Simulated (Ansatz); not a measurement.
Consider B.

```yaml
crystal:
  lattice:
    - [1.92505, 0.00000, 0.00000]
    - [0.00000, 1.92505, 0.00000]
    - [0.00000, 0.00000, 1.92505]
  atoms:
    - { symbol: B, position: [0.00000, 0.00000, 0.00000] }
```

Space group Pm-3m; set up as B, simple cubic; a generated structure, not necessarily the stable one; changed on purpose from its base cell (volume × 1.08); computed pressure about −16 GPa in this cell; computed without spin polarisation.

These are results of Ansatz 0.2.0, DFT, PBEsol, plane waves (420 eV) with PAW, scalar-relativistic, not measurements.

> Predict the valence pseudo-density and electron localisation function between the atoms.

B–B (1.93 Å): the density is about 0.57 e/Å³ at the midpoint; the ELF peaks at about 0.80 between the atoms.

> Metal or insulator at this level of theory?

It is metallic or semimetallic at this level of theory: no gap opens.

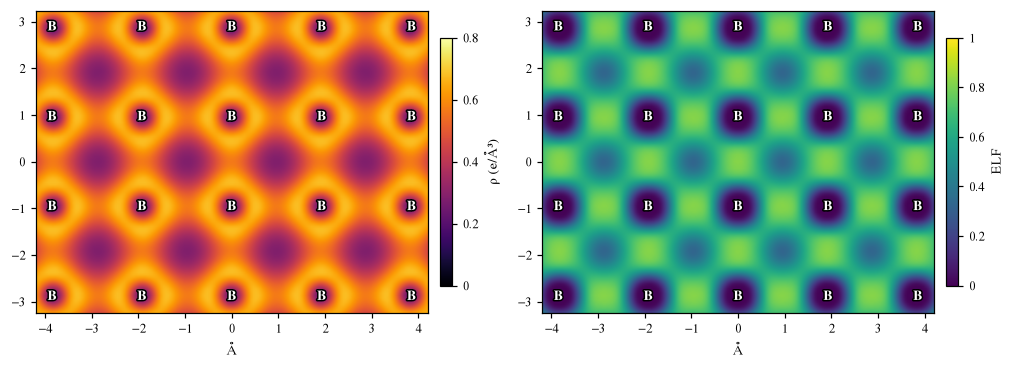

Computed valence pseudo-density and electron localisation function on the (001) plane of the conventional cell, in this order. 

Core electrons are frozen (PAW), and the valence fields are smoothed inside the atomic spheres.
